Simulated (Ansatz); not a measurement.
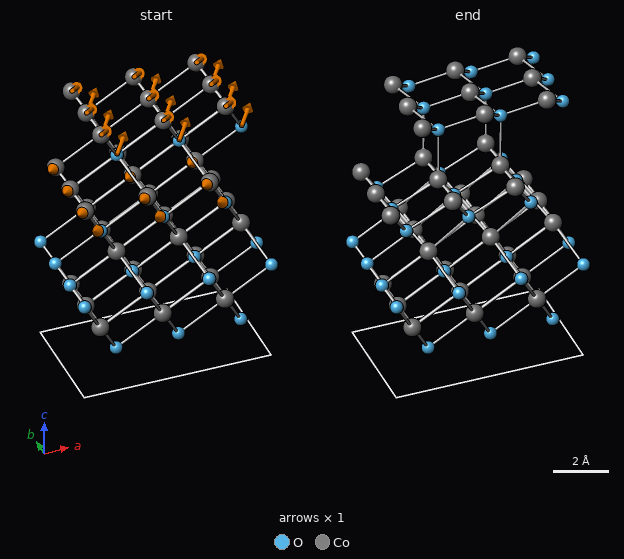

The structure of a slab of composition CoO (cut from the I4/mmm phase) before (left) and after (right) a constrained relaxation, at one scale. The orange arrows give the displacements, at their true length.

Style: ball-and-stick. Shown: the 3 × 3 repeat of the cell, outlined in the plane, without the vacuum, slightly off an axis.

Case: clean slab, lower half held. The slab is the (1 0 1) face of CoO. 4 atoms are held fixed.

Computed with DFT PBE, scalar-relativistic, plane waves, PAW in Ansatz. Set-up: plane-wave cutoff 420 eV; k-point mesh 11 × 11 × 1; occupations gaussian; smearing width 0.1 eV; collinear spin; dipole correction; atoms relaxed in a fixed cell; force threshold 0.03 eV/Å; at most 70 steps.

Question: What changed between the two?

Answer: The run was cut off at its time limit before the relaxation converged, so the last structure is only a point on the way. The atom that moves furthest is an O atom (1.24 Å at 56° to the normal (+c side)). Largest moves by element: O 1.24 Å, Co 1.01 Å. The cell doesn't change. Among the contacts that change: Co–O 2.133 → 3.564 Å, Co–O 2.107 → 2.811 Å, Co–O 2.133 → 1.809 Å, Co–O 2.107 → 1.811 Å. Bonds break, among them: Co–O (2.11 → 2.81 Å), Co–O (2.13 → 3.56 Å). Bond angles that change, for instance: Co–O–Co 180.0° → 106.1°, O–Co–O 180.0° → 120.9°, O–Co–O 90.0° → 121.1°. The energy falls by 0.754 eV per cell of the calculation in 14 geometry steps. The largest force component goes from 0.49 to 0.14 eV/Å.
